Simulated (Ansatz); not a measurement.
Consider AlRu.

The calculation's input:

```
crystal:
  lattice:
    - [2.9916, 0.0, 0.0]
    - [0.0, 2.9916, 0.0]
    - [0.0, 0.0, 2.961684]
  atoms:
    - { symbol: Al, position: [0.0, 0.0, 0.0] }
    - { symbol: Ru, position: [0.5, 0.5, 0.5] }
basis:
  ecutwfc: 500
kpoints:
  mp_grid: { grid: [16, 16, 16] }
hamiltonian:
  xc: r2scan
scf:
  occupations: { method: gaussian, width: 0.15 }
output:
  forces: true
  stress: true
  eigenvalues: true
  write_density: true
  write_potential: true
  elf: true
  volumetric_format: npy
```

Launched as:

```sh
ansatz run input.yaml --threads 1 --pin off --max-ram 2560MiB --backend cpu --events-out ev --progress --plain --runs-dir out
```

Below, planes, directions and counts refer to the conventional cell (a = 2.99 Å, b = 2.99 Å, c = 2.96 Å, α = 90.00°, β = 90.00°, γ = 90.00°).

Space group P4/mmm; changed on purpose from its base cell (strain -0.0100 x Voigt [0, 0, 1, 0, 0, 0], atoms carried along); computed without spin polarisation.

These are results of DFT r2SCAN, scalar-relativistic, plane waves, PAW (Ansatz 0.2.0), not measurements.

### What can the converged valence pseudo-density and electron localisation function tell about the bonding?

Al–Ru (2.58 Å): the density is about 0.36 e/Å³ at the midpoint; the ELF is about 0.35 at the midpoint.

### Metal or insulator at this level of theory?

It is gapless in this calculation (a metal or semimetal).

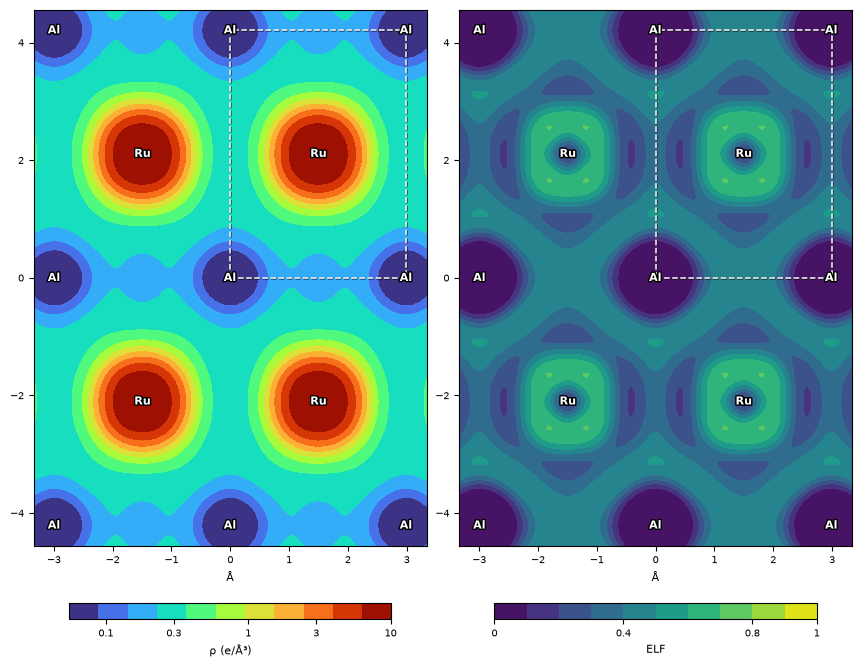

Computed valence pseudo-density and electron localisation function on the (101) plane of the conventional cell, in this order. 

The density is the valence pseudo-density of a PAW calculation; it isn't the true density close to the nuclei.
